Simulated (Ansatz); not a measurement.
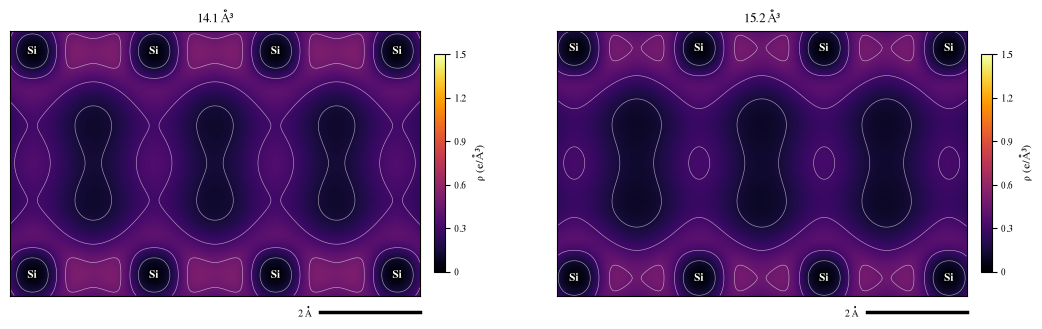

Si. The valence charge density (pseudo) of cells scaled evenly to different volumes (given per atom above each panel), on the (110) plane of each (indices in the axes of the cell below), at one length scale and on one colour scale.

A structure from a database of computed crystals, not necessarily the ambient phase.

These are results of Ansatz, Kohn-Sham DFT of a periodic cell, HSE06, Ansatz PAW, not measurements.

In a PAW calculation such maps are meaningful between the atoms, not at the nuclei.

The largest cell:

```cif
data_structure
_symmetry_space_group_name_H-M 'P 1'
_symmetry_Int_Tables_number 1
_cell_length_a 2.6550
_cell_length_b 2.6550
_cell_length_c 2.4988
_cell_angle_alpha 90.000
_cell_angle_beta 90.000
_cell_angle_gamma 120.000
_cell_volume 15.25
loop_
_atom_site_label
_atom_site_type_symbol
_atom_site_fract_x
_atom_site_fract_y
_atom_site_fract_z
_atom_site_occupancy
Si1 Si 0.00000 0.00000 0.00000 1
```

| volume (Å³/atom) | Si–Si contact in the plane (Å) | ρ at its midpoint (e/Å³) | pressure (GPa) | 
| --- | --- | --- | --- |
| 14.08 | 2.433 | 0.492 | 5.6 | 
| 14.67 | 2.466 | ? | ? | 
| 15.25 | 2.499 | 0.447 | −4.0 | 

Question: What values belong in the row with question marks?

Answer: Over the known rows ln ρ falls by 1.45 per Å of Si–Si distance (the line through the two), which gives 0.469 e/Å³ at 2.466 Å; the calculation gives 0.463 e/Å³. For the pressure, a straight line in volume between the neighbouring rows gives 0.8 GPa; the calculation gives 1.2.
